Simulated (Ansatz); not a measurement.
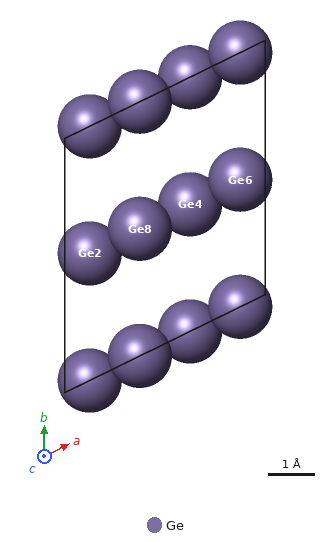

Figure 1. The structure as given in the input (spheres-only view of the cell of the calculation, along the c axis; atoms are numbered from 1 in the order of the input). An atom can appear more than once, as a periodic image.

# Run report: Ge, single-point calculation

Ge (8 atoms in the cell), computed with DFT r2SCAN, scalar-relativistic, plane waves, PAW, no spin polarisation (Ansatz 0.2.0).

The structure derives from a Materials Project entry. It belongs to a series of runs on one base structure; here: the relaxed cell repeated 4 times. Figures and captions count atoms from 1; the log counts them from 0 in places.

### The program's output
```
Engine: ansatz 0.2.0, x86_64-unknown-linux-gnu
Pseudopotentials: kind: paw
Pseudopotential: Ge, paw, valence charge 14, recommended cutoff 500 eV (meta_gga), Ge.paw.azcp
Functional definition: r2SCAN
  parameter k0 = 0.174
  parameter k1 = 0.065
  parameter a1 = 4.9479
  exchange = r2scan_x(k0 = k0, k1 = k1, a1 = a1)
  correlation = r2scan_c
Crystal: 8 atoms, lattice volume = 149.676 Å³
Basis set: ecut = 500 eV, 3799 PW (Γ), exchange–correlation on 180×180×180 points (64 copies of the dense FFT grid, shifted against one another)
Bands: 68, of which v1, the nominal top of the filled ones, is band 56 counted from 1 (55 counted from 0)
Symmetry: 32 space group operations
Space group: Cmcm (ITA 63), of the structure as read, at distance tolerance 5.3e-5 Å
k-points: 428 of 2744
Non-local potential: Ge, projectors of the file, l = 0: 2, l = 1: 2, l = 2: 3, l = 3: 1
PAW form: soft (Blöchl's): semilocal exchange-correlation on the pseudo side does not see the compensation charge
PAW frozen core: Ge, regenerated for the run's functional (the file was generated under x = pbe(κ = 0.804, μ = 0.2195149727645171), c = pbe(β = 0.06672455060314922))
PAW one-centre angular grid: Ge, 590 points (default); XC on 160 Gauss nodes
Initial density: superposition of atomic densities (neutral atoms: chi_scale 0, normalization atom), corrected by the library's trained network
Initial wavefunctions: pseudopotential atomic-orbital guess
Functional: x = r2scan, c = r2scan; τ floored in thin density (d = 2e-4 eV/Å³)
SCF iter   1: F=—  HF=-34420.050352 eV  |F-HF|=—  |Δ(HF+E_count)|=         —  Δρ=6.57e-3  dr2=2.19e-2  dr2_τ=6.00e-3  ethr=1.77e-3  ⟨swp⟩=6.5  Hψ=107787  notcnv=5
preconditioner: auto → Kerker (q_TF=auto, 2.600 Å⁻¹)  [metal: Δε(μ)=0.006 eV  Ē_g=23.392 eV  σ=0.150 eV  W_gap=0.02  n_scr=46 (ndim 8)  ℏωp=32.1 eV  f_vac=0.000  D(μ)=3.25/eV (n_scr^D=16)]
SCF iter   2: F=—  HF=-34420.153158 eV  |F-HF|=—  |Δ(HF+E_count)|=   1.03e-1  Δρ=2.27e-3  dr2=3.83e-3  dr2_τ=7.89e-5  ethr=1.96e-5  ⟨swp⟩=4.0  Hψ=87917  notcnv=0
SCF iter   3: F=—  HF=-34420.154740 eV  |F-HF|=—  |Δ(HF+E_count)|=   1.58e-3  Δρ=1.48e-3  dr2=1.89e-3  dr2_τ=2.19e-5  ethr=3.42e-6  ⟨swp⟩=2.0  Hψ=53467  notcnv=0  defer=2
iter 4 solved again at ethr=5.73e-8 eV; its pass at ethr=1.69e-6 eV (dr2=6.42e-5 eV) is discarded
SCF iter   4: F=—  HF=-34420.155489 eV  |F-HF|=—  |Δ(HF+E_count)|=   7.49e-4  Δρ=2.53e-4  dr2=6.34e-5  dr2_τ=4.83e-7  ethr=5.73e-8  ⟨swp⟩=2.5  Hψ=114976  notcnv=0  defer=3
SCF iter   5: F=—  HF=-34420.155513 eV  |F-HF|=—  |Δ(HF+E_count)|=   2.36e-5  Δρ=5.48e-5  dr2=5.42e-6  dr2_τ=2.95e-8  ethr=5.66e-8  ⟨swp⟩=3.0  Hψ=55194  notcnv=0  defer=2
SCF iter   6: F=—  HF=-34420.155515 eV  |F-HF|=—  |Δ(HF+E_count)|=   2.32e-6  Δρ=1.48e-5  dr2=1.97e-7  dr2_τ=2.09e-9  ethr=4.84e-9  ⟨swp⟩=3.1  Hψ=70049  notcnv=0  defer=2
SCF iter   7: F=-34420.155515 eV  HF=-34420.155515 eV  |F-HF|=2.93e-9  |Δ(HF+E_count)|=   7.00e-8  Δρ=1.90e-6  dr2=6.90e-9  dr2_τ=5.60e-11  ethr=1.75e-10  ⟨swp⟩=4.0  Hψ=81149  notcnv=0  defer=1
the search or the solves at the SCF's close seem to have found levels that the self-consistency loop had missed (the run counts 15). By its estimate they hold under 1e-12 electrons; where the run keeps them, the occupations were computed again with them
SCF 1 converged in 7 iterations: F = -34420.155515 eV  dr2 = 6.90e-9
  Residual-converged pass: ⟨swp⟩=2.6  Hψ=52876  notcnv=0  max |occ|·‖R‖ = 6.7e-6 eV (tolerance 6.7e-6 eV)  dr2=6.83e-9  dr2_τ=5.64e-11  dr2_onsite=6.33e-9  max |Δocc| = 7.4e-7
  greatest PAW one-centre occupation: 0.998 electrons in one spin orbital (limit 2), on the Ge atom at site 7 (counted from 0), in its partial waves of l = 2
```

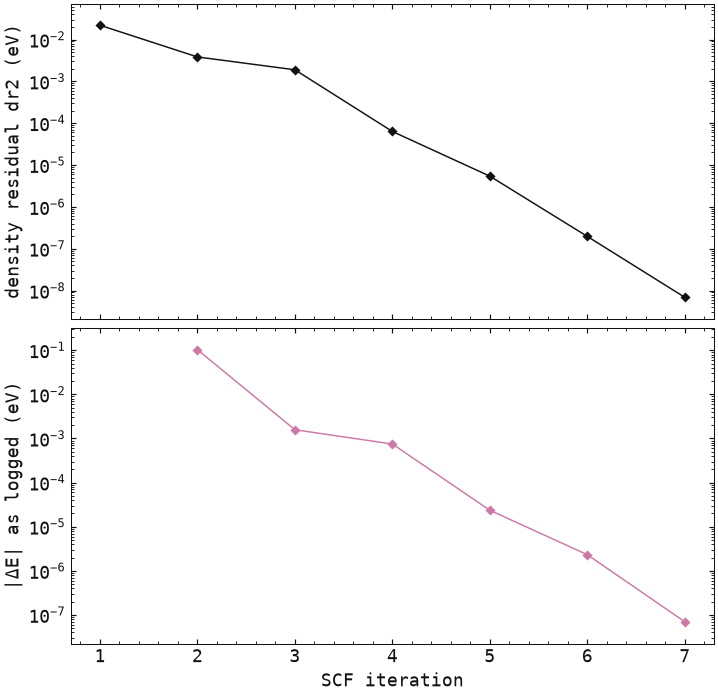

Figure 2. Convergence of the self-consistent field: density residual dr2 and size of the energy change against the SCF iteration. The residual falls at every step.

```
SCF converged after 7 iterations
Free energy (F): -34420.155515 eV
Harris-Foulkes:  -34420.155515 eV  (|F-HF|=2.93e-9)
Internal energy: -34420.118842 eV  (E = F + TS)
E sigma→0 (E₀):  -34420.137179 eV
Entropy (-TS):   -0.036673 eV (-4.584 meV/atom)
Fermi energy:    10.979159 eV
--- Per-component energies (eV) ---
  E_band       = -977.412613
  E_kinetic    = 883.157189
  E_local      = -17213.237604  (includes V_loc(G=0)·N_el)
  E_nonlocal   = 3341.539780
  E_hartree    = 7546.332897
  E_xc         = -552.735398
  E_vxc        = -544.408678  (∫ρ·V_xc dr)
  E_paw        = -16253.527290  (= ΣΔE_a)
  E_vpaw       = -2568.414272  (= ΣTr[D̂ρ^β])
  E_aug_tail   = 0.000116  (compensation charges beyond the density's cutoff)
  E_vtau       = 31.292621  (kinetic-family band-sum trace: ∫τ·v_τ [+ j·A + Jᵃ·Aᵃ] dr)
  E_ewald      = -12162.962404
  E_core_change = -8.686126  (= ΣΔE_core)
  E_smearing   = -0.036673  (= −TS)
  E_closure    = -0.000000  (closes the sum)
  Σ components = -34420.155515   (vs F -34420.155515, Δ=0.00e0)
--- Forces (eV/Å), atoms counted from 1 ---
  atom   1  Ge    -0.00000000     0.00133940     0.00000000
  atom   2  Ge    -0.00000000     0.00133940    -0.00000000
  atom   3  Ge    -0.00000000     0.00133940    -0.00000000
  atom   4  Ge    -0.00000000     0.00133940     0.00000000
  atom   5  Ge     0.00000000    -0.00133940     0.00000000
  atom   6  Ge     0.00000000    -0.00133940    -0.00000000
  atom   7  Ge     0.00000000    -0.00133940    -0.00000000
  atom   8  Ge     0.00000000    -0.00133940    -0.00000000
  max |Σ_I F_I| component: 2.17e-19 eV/Å
--- Stress (GPa, compression-positive) ---
        0.739348       0.000000       0.000000
        0.000000      -0.650948      -0.000000
        0.000000      -0.000000      -0.323297
  P = ⅓ Tr σ = -0.0783 GPa (-0.783 kbar)
--- Band table (eV; the first three rows and the last of 428) ---
  k-point 0: bands = ["-14.5168", "-14.5030", "-14.4513", "-14.4513", "-14.4513", "-14.4513", "-14.4474", "-14.4248", "-14.4157", "-14.4122", "-14.3951", "-14.3887", "-14.3769", "-14.3572", "-14.3572", "-14.3572", "-14.3572", "-14.3339", "-14.3311", "-14.3175", "-14.3042", "-14.3042", "-14.3042", "-14.3042", "-14.2982", "-14.2871", "-14.2871", "-14.2871", "-14.2871", "-14.2750", "-14.2707", "-14.2637", "-14.2560", "-14.2560", "-14.2560", "-14.2560", "-14.2458", "-14.2453", "-14.2342", "-14.1634", "-2.9361", "1.2919", "2.0128", "3.9167", "3.9167", "3.9167", "3.9167", "4.7294", "4.9182", "6.3091", "6.3091", "6.3091", "6.3091", "6.7262", "8.2500", "8.5456", "14.6930", "15.1475", "15.1475", "15.1475", "15.1475", "16.0624", "16.1519", "16.1519", "16.1519", "16.1519", "18.3569", "19.1764"]
  k-point 1: bands = ["-14.5138", "-14.5014", "-14.4565", "-14.4565", "-14.4478", "-14.4470", "-14.4470", "-14.4247", "-14.4142", "-14.4124", "-14.3932", "-14.3886", "-14.3771", "-14.3703", "-14.3703", "-14.3440", "-14.3440", "-14.3328", "-14.3300", "-14.3165", "-14.3144", "-14.3144", "-14.3118", "-14.3118", "-14.2997", "-14.2939", "-14.2939", "-14.2780", "-14.2706", "-14.2689", "-14.2689", "-14.2638", "-14.2591", "-14.2591", "-14.2469", "-14.2464", "-14.2456", "-14.2456", "-14.2352", "-14.1666", "-2.9084", "1.1318", "2.0400", "3.5594", "3.5594", "4.3296", "4.3296", "4.9450", "4.9475", "5.9925", "5.9925", "6.4486", "6.6584", "6.6584", "8.1715", "8.8812", "14.0306", "14.0306", "14.8260", "15.8354", "15.8354", "16.0895", "16.2858", "16.2858", "16.4997", "16.4997", "17.8201", "18.5948"]
  k-point 2: bands = ["-14.5048", "-14.4968", "-14.4627", "-14.4627", "-14.4487", "-14.4434", "-14.4434", "-14.4242", "-14.4129", "-14.4099", "-14.3881", "-14.3871", "-14.3828", "-14.3828", "-14.3775", "-14.3354", "-14.3354", "-14.3314", "-14.3314", "-14.3296", "-14.3269", "-14.3240", "-14.3240", "-14.3134", "-14.3041", "-14.2868", "-14.2842", "-14.2842", "-14.2703", "-14.2640", "-14.2629", "-14.2629", "-14.2606", "-14.2606", "-14.2501", "-14.2497", "-14.2383", "-14.2237", "-14.2237", "-14.1762", "-2.8254", "0.7404", "2.1217", "3.2577", "3.2577", "4.7973", "4.7973", "5.0254", "5.5129", "5.7157", "5.7157", "5.8993", "7.0296", "7.0296", "7.9547", "9.6045", "12.9526", "12.9526", "15.2064", "15.5580", "15.5580", "16.1705", "16.7021", "16.8666", "16.8666", "17.4076", "17.4076", "17.6237"]
  k-point 427: bands = ["-14.4750", "-14.4684", "-14.4084", "-14.4074", "-14.4067", "-14.4020", "-14.4018", "-14.3994", "-14.3879", "-14.3852", "-14.3836", "-14.3771", "-14.3743", "-14.3715", "-14.3509", "-14.3483", "-14.3447", "-14.3407", "-14.3392", "-14.3259", "-14.3239", "-14.3214", "-14.3182", "-14.3175", "-14.3153", "-14.3147", "-14.3138", "-14.3129", "-14.3127", "-14.3084", "-14.3045", "-14.2999", "-14.2901", "-14.2832", "-14.2806", "-14.2777", "-14.2563", "-14.2541", "-14.1943", "-14.1864", "-0.5215", "-0.3894", "-0.1437", "0.0304", "3.7894", "4.1302", "4.2208", "4.5152", "7.0916", "7.3993", "7.4388", "7.7358", "9.8154", "10.3284", "10.3525", "10.6758", "10.9207", "12.0054", "12.5177", "13.6194", "13.7926", "14.2718", "15.1354", "15.1798", "15.4176", "15.9271", "16.3274", "17.0388"]
```

The run was set up as follows.

### The input
```yaml
crystal:
  lattice:
    - [5.5903684959, 0.0, 0.0]
    - [2.7951842479, 5.0524292909, 0.0]
    - [2.7951842479, 0.0, 5.2992283745]
  atoms:
    - { symbol: Ge, position: [0.1251313755, 0.9997372489, 0.25] }
    - { symbol: Ge, position: [0.1251313755, 0.4997372489, 0.25] }
    - { symbol: Ge, position: [0.6251313755, 0.9997372489, 0.25] }
    - { symbol: Ge, position: [0.6251313755, 0.4997372489, 0.25] }
    - { symbol: Ge, position: [0.8748686245, 0.0002627511, 0.75] }
    - { symbol: Ge, position: [0.8748686245, 0.5002627511, 0.75] }
    - { symbol: Ge, position: [0.3748686245, 0.0002627511, 0.75] }
    - { symbol: Ge, position: [0.3748686245, 0.5002627511, 0.75] }
basis:
  ecutwfc: 500
kpoints:
  mp_grid: { grid: [14, 14, 14] }
hamiltonian:
  xc: r2scan
scf:
  occupations: { method: gaussian, width: 0.15 }
output:
  forces: true
  stress: true
  eigenvalues: true
```

Command:
```bash
ansatz run input.yaml --threads 1 --pin off --max-ram 2560MiB --backend cpu --events-out ev --progress --plain --runs-dir out
```

### Summary

| quantity | value |
| --- | --- |
| outcome | converged |
| space group (tolerance 0.01 Å) | Cmmm (65) |
| electrons treated | 112 |
| free energy | −34420.1555 eV |
| Fermi energy | 10.979 eV |
| gap on the k-point mesh | none (metallic) |
| pressure | −0.08 GPa |
| largest force (length of the vector) | 0.001 eV/Å |
| hardware | 1 thread of AMD EPYC (Zen 5), 32 GiB of memory available, shared host |
| wall time | 3.1 min |
| peak memory | 2.5 GiB |
